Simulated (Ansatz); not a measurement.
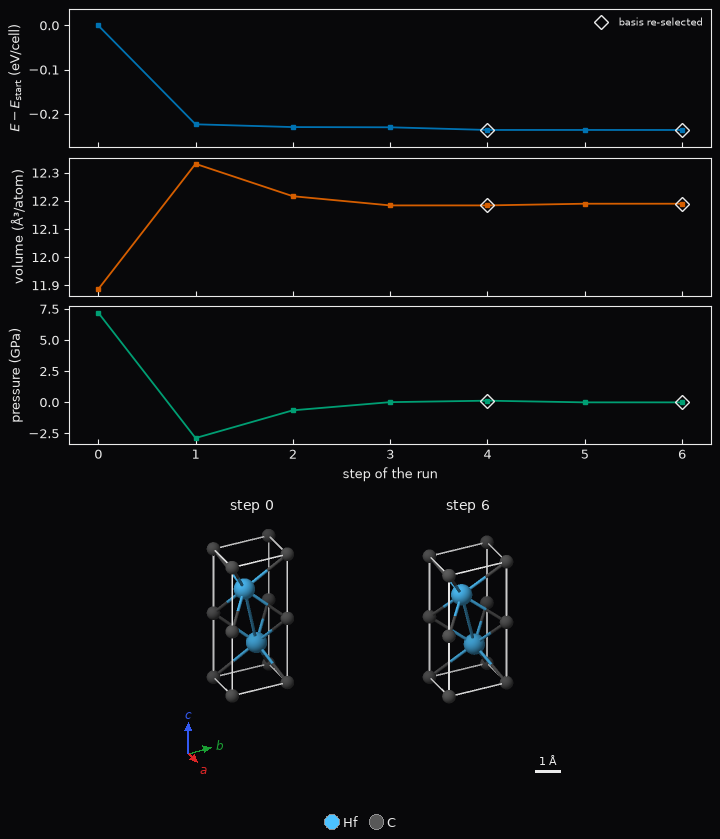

First and last geometry of a relaxation of solid HfC (a generated structure, set up in P6_3/mmc), with the history of the run. Style: ball-and-stick. Shown: the cell of the calculation, slightly off an axis.

Case: N → C on all its sites, cell and atoms relaxed.

The calculation used DFT PBEsol, scalar-relativistic, plane waves, PAW (Ansatz). Settings: plane-wave cutoff 420 eV; k-point mesh 18 × 18 × 8; occupations gaussian; smearing width 0.1 eV; no spin polarisation; cell and atoms relaxed; force threshold 0.01 eV/Å; at most 60 steps.

Question: Did the run converge, and what did it change?

Answer: It converged. No atom moves by more than 0.005 Å relative to the cell. The volume changes by +2.6 %, with a = b 3.170 → 3.305 Å (+4.3 %), c 5.464 → 5.155 Å (−5.7 %). Some distances before and after: Hf–Hf 3.170 → 3.305 Å, Hf–Hf 3.288 → 3.207 Å, C–Hf 2.284 → 2.303 Å. Among the angles between lasting bonds that change: Hf–C–Hf 87.9° → 91.7°, Hf–C–Hf 92.1° → 88.3°. The space group stays P6_3/mmc (No. 194). Over 4 accepted moves (6 points after the start) the energy falls by 0.236 eV per cell of the calculation. All forces vanish by symmetry, so only the cell relaxes. The pressure goes from 7.20 to 0.00 GPa. At 2 points the geometry stayed and the basis and grid were re-selected for the new cell (energy shift of 6.0 meV per cell of the calculation at most each time). Cost: 67 s on 1 thread of Oxide Virtual Turin-like Processor (Zen 5), with other jobs on the host, peak memory 0.57 GiB.

| step | E − E(0), meV/atom | pressure, GPa | volume, Å³/atom | note |
| --- | --- | --- | --- | --- |
| 0 | 0.00 | 7.20 | 11.886 |  |
| 1 | -55.81 | -2.87 | 12.332 |  |
| 2 | -57.38 | -0.64 | 12.217 |  |
| 3 | -57.50 | 0.01 | 12.184 |  |
| 4 | -59.01 | 0.13 | 12.184 | same geometry, new basis |
| 5 | -59.01 | 0.00 | 12.190 |  |
| 6 | -59.02 | 0.00 | 12.190 | same geometry, new basis |
